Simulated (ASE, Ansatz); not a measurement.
# Bare LaP nanowire along [001] (288 atoms): geometry optimisation

Aim: bring bare LaP nanowire along [001] (288 atoms) to a nearby minimum of the energy and see what moves.

Calculated with Ansatz 0.2.0; Kohn-Sham DFT, PBEsol, PAW (set soft_2), plane waves.

## (1) The starting structure

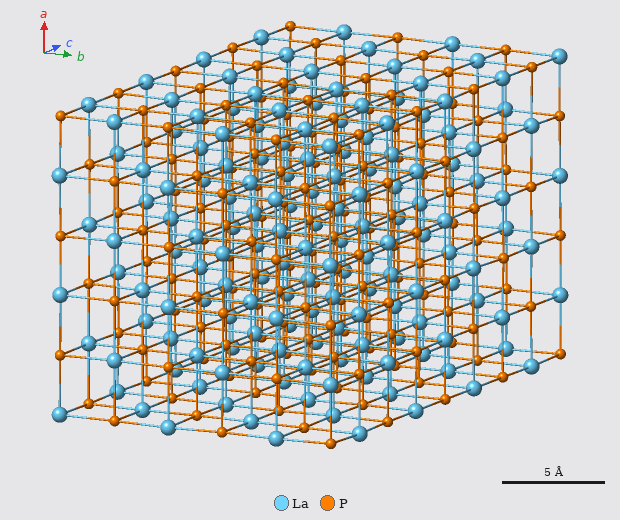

The cell as given, at a slant to the c axis (lanthanum blue, phosphorus orange). Some periodic images of atoms are drawn too.

The cell holds 288 atoms: 144 La and 144 P. Its edges and angles: a = 27.062 Å, b = 27.062 Å, c = 24.100 Å, α = 90.0°, β = 90.0°, γ = 90.0°. It derives from LaP (rock-salt). Square section of size parameter 8.03 Å cut from rock-salt LaP (a = 6.025 Å) along [001], 4 periods, 12 Å of vacuum; not relaxed, displaced by a Gaussian of 0.02 Å. Vacuum lies along a and b. The structure repeats along c.

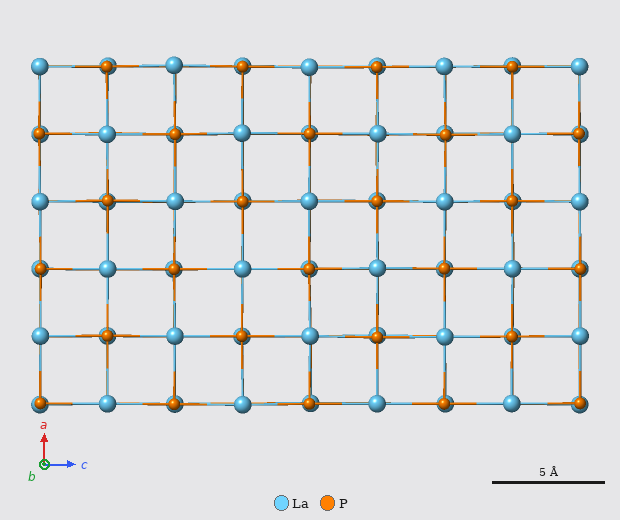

A slice 6 Å thick through the middle of the cell.

Before any run, some limits are plain. Sampling is at Γ alone, for a cell whose periodic width is 24 Å. Spin–orbit coupling is left out, which matters for the levels of the heavy elements.

## (2) Single point at the start

The forces at the start show how far the geometry lies from a minimum of this functional.

File input.yaml:

```yaml
crystal:
  lattice:
    - [27.0625, 0.0, 0.0]
    - [0.0, 27.0625, 0.0]
    - [0.0, 0.0, 24.1]
  atoms:
    - { symbol: La, position: [0.22223, 0.22094, 0.9985] }
    - { symbol: P, position: [0.3327, 0.22125, 0.9998] }
    - { symbol: La, position: [0.33413, 0.33392, 0.99914] }
    - { symbol: P, position: [0.22148, 0.33358, 0.0006] }
    - { symbol: La, position: [0.3335, 0.22071, 0.12545] }
    - { symbol: P, position: [0.22129, 0.22103, 0.12506] }
    - { symbol: La, position: [0.22077, 0.3318, 0.12561] }
    - { symbol: P, position: [0.33313, 0.33221, 0.12513] }
    - { symbol: La, position: [0.22321, 0.22168, 0.24832] }
    - { symbol: P, position: [0.33274, 0.2231, 0.24953] }
    - { symbol: La, position: [0.33314, 0.33132, 0.24905] }
    - { symbol: P, position: [0.22168, 0.33289, 0.25094] }
    - { symbol: La, position: [0.33321, 0.2205, 0.37502] }
    - { symbol: P, position: [0.22135, 0.22145, 0.37563] }
    - { symbol: La, position: [0.22239, 0.33187, 0.37431] }
    - { symbol: P, position: [0.33336, 0.33305, 0.3762] }
    - { symbol: La, position: [0.22248, 0.22213, 0.50002] }
    - { symbol: P, position: [0.33284, 0.22174, 0.49896] }
    - { symbol: La, position: [0.33294, 0.33426, 0.49967] }
    - { symbol: P, position: [0.22198, 0.33326, 0.49975] }
    - { symbol: La, position: [0.33204, 0.22143, 0.62675] }
    - { symbol: P, position: [0.22159, 0.22185, 0.62451] }
    - { symbol: La, position: [0.22159, 0.33267, 0.62461] }
    - { symbol: P, position: [0.33386, 0.33216, 0.62473] }
    - { symbol: La, position: [0.22187, 0.22168, 0.74867] }
    - { symbol: P, position: [0.33178, 0.22118, 0.75086] }
    - { symbol: La, position: [0.33342, 0.33404, 0.74958] }
    - { symbol: P, position: [0.22127, 0.33275, 0.74981] }
    - { symbol: La, position: [0.33281, 0.22296, 0.87573] }
    - { symbol: P, position: [0.22023, 0.22242, 0.87459] }
    - { symbol: La, position: [0.222, 0.33369, 0.87581] }
    - { symbol: P, position: [0.33279, 0.33317, 0.87561] }
    [... 250 atom lines left out ...]
    - { symbol: La, position: [0.77837, 0.77811, 0.74974] }
    - { symbol: P, position: [0.66754, 0.77824, 0.75022] }
    - { symbol: La, position: [0.77901, 0.66761, 0.87491] }
    - { symbol: P, position: [0.66768, 0.66865, 0.87428] }
    - { symbol: La, position: [0.66879, 0.77837, 0.87575] }
    - { symbol: P, position: [0.77825, 0.77928, 0.87556] }
kpoints:
  mp_grid: { grid: [1, 1, 1] }
hamiltonian:
  xc: pbesol
scf:
  occupations: { method: fermi_dirac, width: 0.025 }
output:
  forces: true
  populations: true
  dos:
    method: { smearing: { sigma: 0.15 } }
    de: 0.1
    projected: { site_lists: { La: [La], P: [P] } }
  eigenvalues: true
```

Run with:

```bash
$ ansatz run input.yaml --threads 32 --pin off --max-ram 143360MiB --backend cuda --events-out ev --progress --plain --runs-dir out
```

Numbers of over 12 decimals in the logs are rounded to 6 here.

The log of the run:

```text
La: projections on atomic orbitals take those of the free atom [Kr 4d10] 4f0 5s2 5p6 5d1 6s2, of charge +0.00 (hamiltonian.pseudopotentials.projection_atoms); the dataset's partial waves leave at most 1.9e-5 of an orbital's norm unspanned inside its sphere
Engine: ansatz 0.2.0, aarch64-unknown-linux-gnu
Pseudopotentials: kind: paw
Pseudopotential: La, paw, valence charge 11, recommended cutoff 420 eV (normal), La.paw.azcp
Pseudopotential: P, paw, valence charge 5, recommended cutoff 420 eV (normal), P.paw.azcp
Functional definition: PBEsol
  exchange = pbesol_x
  correlation = pbesol_c
device memory: the entry about to start is reckoned to put 74.6 GiB on a device that reports 182.5 GiB free
GPU FFT provider: cuFFT
GPU libraries: cuBLAS 13.8.1, cuFFT 12.4.0, cuSOLVER 12.3.2
GPU matrix products: emulated (plane waves: as basis.precision tells), large ones in fixed point in workspaces of 1.00 GiB
Crystal: 288 atoms, lattice volume = 17650.332 Å³
Basis set: ecut = 420 eV, 344809 PW (Γ), exchange–correlation on 384×384×324 points (8 copies of the dense FFT grid, shifted against one another)
Bands: 1440, of which v1, the nominal top of the filled ones, is band 1152 counted from 1 (1151 counted from 0)
Symmetry: 1 space group operations
Space group: P1 (ITA 1), of the structure as read, at distance tolerance 2.6e-4 Å
k-points: 1
Non-local potential: La, projectors of the file, l = 0: 3, l = 1: 2, l = 2: 2, l = 3: 3
Non-local potential: P, projectors of the file, l = 0: 2, l = 1: 2, l = 2: 2
PAW form: soft (Blöchl's): semilocal exchange-correlation on the pseudo side does not see the compensation charge
PAW frozen core: La, regenerated for the run's functional, and the local potential with it (the file was generated under x = pbe(κ = 0.804, μ = 0.219515), c = pbe(β = 0.066725))
PAW frozen core: P, regenerated for the run's functional, and the local potential with it (the file was generated under x = pbe(κ = 0.804, μ = 0.219515), c = pbe(β = 0.066725))
PAW one-centre angular grid: La, 590 points (default); XC on 64 Gauss nodes
PAW one-centre angular grid: P, 110 points (default); XC on 64 Gauss nodes
Initial density: superposition of atomic densities (neutral atoms: chi_scale 0, normalization atom), corrected by the library's trained network
Initial wavefunctions: pseudopotential atomic-orbital guess
GPU buffer pool allocated for 5971968 grid points (all kernels)
GPU transforms: local potential and band sums: pruned to the plane-wave sphere, on 192×192×162
GPU projectors: on the FFT box's points about the atoms, with room for 2624688 of them (16 bands a pass); a geometry past the room, sums that fail their trial, or a want of GPU memory keeps the tables, and a block in half precision can take them where they are the faster
Functional: x = pbesol(κ = 0.804, μ = 0.123457), c = pbesol(β = 0.046)
SCF iter   1: F=—  HF=-994154.871557 eV  |F-HF|=—  |Δ(HF+E_count)|=         —  Δρ=2.56e-3  dr2=3.63e0  ethr=1.77e-3  ⟨swp⟩=7.0  Hψ=7440  notcnv=0  defer=220
preconditioner: auto → LDOS  [insulator: Δε(μ)=0.155 eV  Ē_g=10.247 eV  σ=0.025 eV  W_gap=0.91  n_scr=2186 (ndim 8)  ℏωp=12.5 eV  f_vac=0.485  D(μ)=7.20/eV (n_scr^D=6)  ε∞_Penn≈2.5  β→1.0]
SCF iter   2: F=—  HF=-994155.412046 eV  |F-HF|=—  |Δ(HF+E_count)|=   5.40e-1  Δρ=2.71e-3  dr2=5.16e0  ethr=1.58e-4  ⟨swp⟩=6.0  Hψ=3398  notcnv=0  defer=257
preconditioner: auto → Resta (q_TF=auto, 1.943 Å⁻¹)  ε∞=2.5  [insulator: Δε(μ)=0.222 eV  Ē_g=10.352 eV  σ=0.025 eV  W_gap=0.98  n_scr=2186 (ndim 8)  ℏωp=12.5 eV  f_vac=0.486  D(μ)=2.27/eV (n_scr^D=0)  ε∞_Penn≈2.5  vacuum switching on, ρ_ref=7.8e-3 e/Å³  β→0.5]
SCF iter   3: F=—  HF=-994154.343738 eV  |F-HF|=—  |Δ(HF+E_count)|=    1.07e0  Δρ=4.37e-4  dr2=6.13e-2  ethr=1.58e-4  ⟨swp⟩=4.0  Hψ=1839  notcnv=0  defer=257
SCF iter   4: F=—  HF=-994154.372711 eV  |F-HF|=—  |Δ(HF+E_count)|=   2.90e-2  Δρ=2.47e-4  dr2=1.33e-1  ethr=2.66e-6  ⟨swp⟩=5.0  Hψ=2720  notcnv=0  defer=257
SCF iter   5: F=—  HF=-994154.363810 eV  |F-HF|=—  |Δ(HF+E_count)|=   8.90e-3  Δρ=1.07e-4  dr2=1.31e-2  ethr=2.66e-6  ⟨swp⟩=3.0  Hψ=2071  notcnv=0  defer=257
SCF iter   6: F=—  HF=-994154.359438 eV  |F-HF|=—  |Δ(HF+E_count)|=   4.37e-3  Δρ=4.00e-5  dr2=1.34e-3  ethr=5.69e-7  ⟨swp⟩=2.0  Hψ=1503  notcnv=0  defer=257
SCF iter   7: F=—  HF=-994154.363364 eV  |F-HF|=—  |Δ(HF+E_count)|=   3.93e-3  Δρ=1.97e-5  dr2=3.83e-4  ethr=5.82e-8  ⟨swp⟩=3.0  Hψ=1609  notcnv=0  defer=257
SCF iter   8: F=—  HF=-994154.363376 eV  |F-HF|=—  |Δ(HF+E_count)|=   1.17e-5  Δρ=1.01e-5  dr2=4.39e-5  ethr=1.66e-8  ⟨swp⟩=3.0  Hψ=1570  notcnv=0  defer=257
SCF iter   9: F=—  HF=-994154.368648 eV  |F-HF|=—  |Δ(HF+E_count)|=   5.27e-3  Δρ=5.35e-6  dr2=1.69e-5  ethr=1.91e-9  ⟨swp⟩=3.0  Hψ=1616  notcnv=0  defer=257
SCF iter  10: F=—  HF=-994154.368654 eV  |F-HF|=—  |Δ(HF+E_count)|=   5.57e-6  Δρ=2.76e-6  dr2=3.55e-6  ethr=7.34e-10  ⟨swp⟩=2.0  Hψ=1776  notcnv=0  defer=257
SCF iter  11: F=—  HF=-994154.368656 eV  |F-HF|=—  |Δ(HF+E_count)|=   2.16e-6  Δρ=1.45e-6  dr2=1.21e-6  ethr=1.54e-10  ⟨swp⟩=3.0  Hψ=1612  notcnv=0  defer=257
SCF iter  12: F=—  HF=-994154.368657 eV  |F-HF|=—  |Δ(HF+E_count)|=   3.58e-7  Δρ=7.23e-7  dr2=2.17e-7  ethr=5.27e-11  ⟨swp⟩=3.0  Hψ=1594  notcnv=0  defer=257
SCF iter  13: F=-994154.368657 eV  HF=-994154.368657 eV  |F-HF|=2.10e-8  |Δ(HF+E_count)|=   9.46e-8  Δρ=3.69e-7  dr2=7.10e-8  ethr=4.34e-12  ⟨swp⟩=42.0  Hψ=11231  notcnv=0
SCF 1 converged in 13 iterations: F = -994154.368657 eV  dr2 = 7.10e-8
  greatest PAW one-centre occupation: 0.972 electrons in one spin orbital (limit 2), on the La atom at site 26 (counted from 0), in its partial waves of l = 0
SCF converged after 13 iterations
Free energy (F): -994154.368657 eV
Harris-Foulkes:  -994154.368657 eV  (|F-HF|=2.10e-8)
Internal energy: -994154.357545 eV  (E = F + TS)
E sigma→0 (E₀):  -994154.363101 eV
Entropy (-TS):   -0.011111 eV (-0.039 meV/atom)
Fermi energy:    2.171754 eV
--- Per-component energies (eV) ---
  E_band       = -21677.515648
  E_kinetic    = 37345.490254
  E_local      = -897067.307176  (includes V_loc(G=0)·N_el)
  E_nonlocal   = 18962.820681
  E_hartree    = 429682.014371
  E_xc         = -28551.022033
  E_vxc        = -29727.982219  (∫ρ·V_xc dr)
  E_paw        = -847194.910563  (= ΣΔE_a)
  E_vpaw       = -10554.512173  (= ΣTr[D̂ρ^β])
  E_aug_tail   = 0.000395  (compensation charges beyond the density's cutoff)
  E_ewald      = 292637.509329
  E_core_change = 31.047196  (= ΣΔE_core)
  E_smearing   = -0.011111  (= −TS)
  E_closure    = 0.000000  (closes the sum)
  Σ components = -994154.368657   (vs F -994154.368657, Δ=0.00e0)
--- Forces (eV/Å), atoms counted from 1 ---
[... 288 lines of forces left out ...]
  max |Σ_I F_I| component: 1.48e-4 eV/Å
--- Band table (eV) ---
[... left out ...]
--- Löwdin populations: 288 sites ---
  site symbol       q [e]
[... 288 lines, one an atom, left out ...]
  spilling = 0.002213 (of n_electrons = 2304.000000)
```

The job ended after 19 s (1 × NVIDIA GB200 with 32 threads of Arm Neoverse V2, shared host; peak memory 10 GiB).

That memory is the host's; the program planned up to 74.6 GiB on the GPU. Forces of this run were stored rounded, and per-atom blocks of the log weren't kept.

Read from the output:

```yaml
free_energy: -994154.3687 eV
free_energy_per_atom: -3451.9249 eV/atom
scf_cycles: 13
r_m_s_force_component: 0.2715 eV/Å
longest_force: 1.48 eV/Å
fermi_energy: 2.172 eV
spacing_of_highest_filled_and_lowest_empty_level: 0.1991 eV
levels_partly_filled_by_over_2_per_cent: 1
spilling_of_the_projection: 0.002213
```

The r.m.s. force component of 0.27 eV/Å sets the starting point.

Neighbours are counted within 3.48 Å (La-P), cutoffs set anew for this text.

Length of the force by element and coordination:

```
element  coordination  atoms  mean length of the force (eV/Å)  spread   least   most
     La           all    144                            0.471   0.319  0.0524   1.48
     La             4     16                             1.27   0.113    1.05   1.48
     La             5     64                            0.486  0.0984   0.262  0.725
     La             6     64                            0.259   0.112  0.0524  0.549
      P           all    144                            0.312   0.144  0.0624  0.729
      P             4     16                            0.611  0.0633   0.484  0.729
      P             5     64                            0.279   0.107  0.0624  0.528
      P             6     64                            0.270  0.0958   0.079  0.500
```

## (3) Relaxation

The atoms are relaxed in the fixed cell, aiming at the force tolerance of the input.

input.yaml, the sections that differ from step 2:

```yaml
output:
  forces: true
relax:
  f_tol: 0.03
  max_steps: 53
# crystal, kpoints, hamiltonian, scf: as in step 2
```

The log of the run:

```text
[...]
GPU FFT provider: cuFFT
GPU libraries: cuBLAS 13.8.1, cuFFT 12.4.0, cuSOLVER 12.3.2
[...]
Crystal: 288 atoms, lattice volume = 17650.332 Å³
Basis set: ecut = 420 eV, 344809 PW (Γ), exchange–correlation on 384×384×324 points (8 copies of the dense FFT grid, shifted against one another)
Bands: 1440, of which v1, the nominal top of the filled ones, is band 1152 counted from 1 (1151 counted from 0)
Symmetry: 1 space group operations
[...]
k-points: 1
[...]
GPU buffer pool allocated for 5971968 grid points (all kernels)
[...]
SCF iter   1: F=—  HF=-994154.871511 eV  |F-HF|=—  |Δ(HF+E_count)|=         —  Δρ=2.56e-3  dr2=3.63e0  ethr=1.77e-3  ⟨swp⟩=7.0  Hψ=7440  notcnv=0  defer=220
[...]
SCF iter   9: F=-994154.368644 eV  HF=-994154.368649 eV  |F-HF|=4.54e-6  |Δ(HF+E_count)|=   1.19e-5  Δρ=5.35e-6  dr2=1.78e-5  ethr=9.77e-10  ⟨swp⟩=5.0  Hψ=4179  notcnv=0
SCF 1 converged in 9 iterations: F = -994154.368644 eV  dr2 = 1.78e-5
[...]
relax step   1: F+E_penalty+E_count = -994154.36864407 eV  Δ(F+E_penalty+E_count) = +0.000e0 eV  max|allowed force component| = 1.046e0 eV/Å  Δτ_max = 0.0000 Å  (9 SCF iters, dr2 threshold 2.25e-5 eV, accepted)
[...]
relax step   2: F+E_penalty+E_count = -994159.40311477 eV  Δ(F+E_penalty+E_count) = -5.034e0 eV  max|allowed force component| = 4.777e-1 eV/Å  Δτ_max = 0.1948 Å  (8 SCF iters, dr2 threshold 6.84e-5 eV, accepted)
[...]
relax step   3: F+E_penalty+E_count = -994161.86193039 eV  Δ(F+E_penalty+E_count) = -2.459e0 eV  max|allowed force component| = 1.442e-1 eV/Å  Δτ_max = 0.2000 Å  (12 SCF iters, dr2 threshold 1.43e-5 eV, accepted)
[...]
relax step   4: F+E_penalty+E_count = -994162.20127913 eV  Δ(F+E_penalty+E_count) = -3.393e-1 eV  max|allowed force component| = 2.590e-2 eV/Å  Δτ_max = 0.0864 Å  (8 SCF iters, dr2 threshold 1.89e-6 eV, accepted)
[...]
relax step   5: F+E_penalty+E_count = -994162.20128004 eV  Δ(F+E_penalty+E_count) = -9.050e-7 eV  max|allowed force component| = 2.592e-2 eV/Å  Δτ_max = 0.0000 Å  (4 SCF iters, accepted)
SCF converged after 4 iterations
Free energy (F): -994162.201280 eV
[...]
Internal energy: -994162.178039 eV  (E = F + TS)
E sigma→0 (E₀):  -994162.189660 eV
Entropy (-TS):   -0.023241 eV (-0.081 meV/atom)
Fermi energy:    2.039754 eV
[...]
--- Forces (eV/Å), atoms counted from 1 ---
[... 288 lines of forces left out ...]
  max |Σ_I F_I| component: 3.04e-5 eV/Å
--- Relaxed structure (5 steps of the walk, 5 accepted, 0 SCFs on fresh bases) ---
  F+E_penalty+E_count = -994162.20128004 eV   max|allowed force component| = 2.592e-2 eV/Å
  atoms:
[... 288 atom lines left out ...]
```

Wall time 32 s (1 × NVIDIA GB200 with 32 threads); peak memory 3.6 GiB; 82 s of CPU time.

That memory is the host's; the program planned up to 74.1 GiB on the GPU.

The steps of the relaxation:

```
step  energy less that of the first step (eV)  largest force component (eV/Å)
   1                                   0.0000                          1.0463
   2                                  -5.0345                          0.4777
   3                                  -7.4933                          0.1442
   4                                  -7.8326                          0.0259
   5                                  -7.8326                          0.0259
```

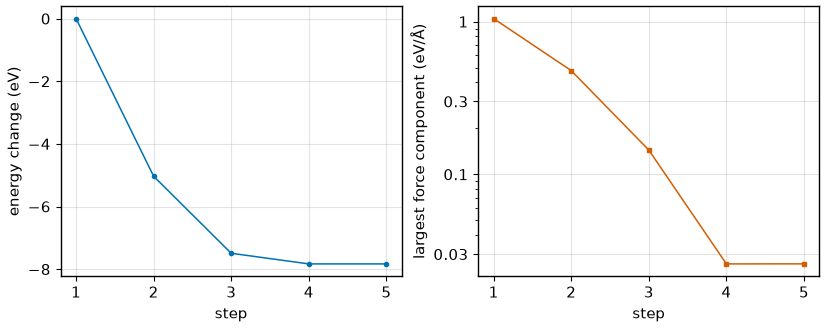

Energy and largest force along the relaxation.

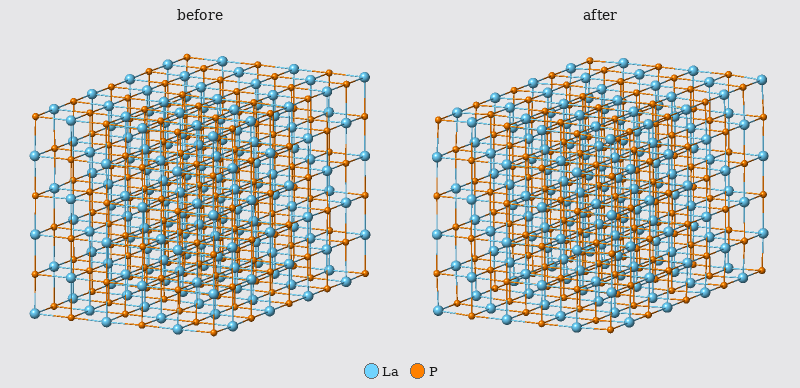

Before and after, at one scale.

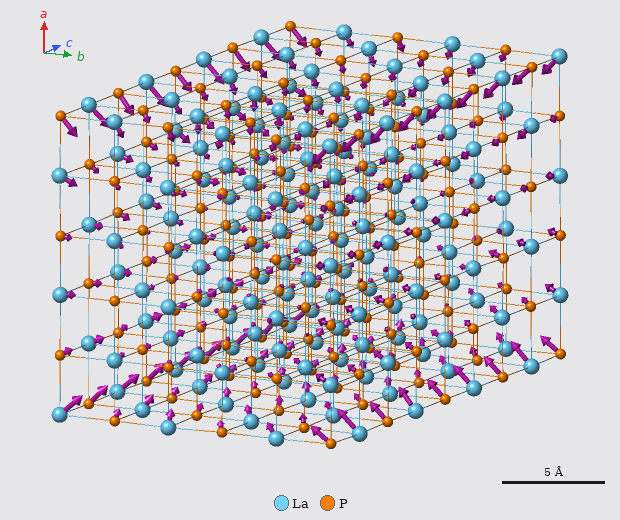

Displacements in the relaxation, exaggerated; the longest in the cell stands for 0.40 Å. Some periodic images of atoms are drawn too.

The atoms that moved most (Å):

```
 atom      dx      dy      dz  length
 La71   0.273  -0.286  -0.016   0.395
 La95   0.274  -0.264  -0.010   0.381
La213  -0.263   0.274  -0.012   0.380
La205  -0.268   0.265   0.010   0.377
   P6   0.263   0.269   0.000   0.376
 P272  -0.280  -0.252  -0.014   0.376
  P30   0.291   0.232   0.011   0.373
  La1   0.246   0.278   0.035   0.372
```

The relaxation changed the energy by -27.2 meV/atom, and atoms moved by 0.16 Å r.m.s., 0.40 Å at most.

(Continued in part 2 of 2.)

[Logs are printed without paths, hosts, clocks, repeated set-up lines and the standing remarks that a program may print on its own settings, such as how far it seeks lower states.]

[Hosts, paths, dates, database ids (printed as entryN), source tags and the programs' standing remarks are cut or masked in the printed files.]
